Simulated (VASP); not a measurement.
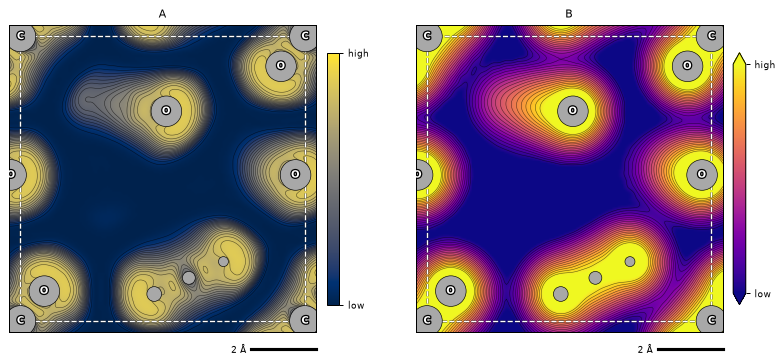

CO2 (amorphous cell): 2 fields on the (100) plane of the calculation cell, with unlabelled colour scales. Grey discs cover the atomic cores.

Not relaxed (largest force 0.7 eV/Å).

Theory: Kohn-Sham DFT of a periodic cell, PBE with D3(BJ), VASP PAW PBE potentials, recommended in VASP.

```xyz
30
Lattice="8.7066 0.0000 0.0000 0.0000 8.7066 0.0000 0.0000 0.0000 8.7066" Properties=species:S:1:pos:R:3 pbc="T T T"
C     8.0703    1.9395    0.8680
C     1.5839    4.5217    4.4104
C     5.2634    0.7502    7.6939
C     7.2609    0.4652    4.2887
C     2.2506    7.9409    2.2600
C     3.7564    6.1678    7.5315
C     6.6008    5.2644    2.7552
C     2.3997    3.4523    0.3477
C     7.8712    6.9499    8.4056
C     2.0082    0.9699    5.7285
O     7.6709    2.3880    1.8714
O     8.4726    1.4981    8.5685
O     1.5358    5.2523    5.3226
O     1.6389    3.7917    3.4971
O     5.5374    0.5704    0.1102
O     4.9977    0.9251    6.5682
O     6.7138    8.4227    3.5755
O     7.8085    1.2131    5.0025
O     1.7499    0.2826    2.1203
O     2.7530    6.8944    2.4035
O     4.2345    5.1388    7.2505
O     3.2834    7.1997    7.8188
O     7.2499    5.1792    3.7240
O     5.9475    5.3476    1.7869
O     1.5468    4.2354    0.1709
O     3.2503    2.6714    0.5276
O     8.4865    6.9359    0.6932
O     7.2525    6.9674    7.4126
O     2.0261    2.0283    6.2256
O     1.9940    8.6166    5.2336
```

Question: Which field does each panel show? The fields are: electron localisation function and valence pseudo-density.

Answer: Panel A: electron localisation function. Panel B: valence pseudo-density. From the grid: C–O (1.17 Å): ρ at the midpoint is about 3.6 e/Å³; the ELF peaks at about 0.85 between the atoms (inside overlapping PAW spheres, so only a guide) (a multiple bond).
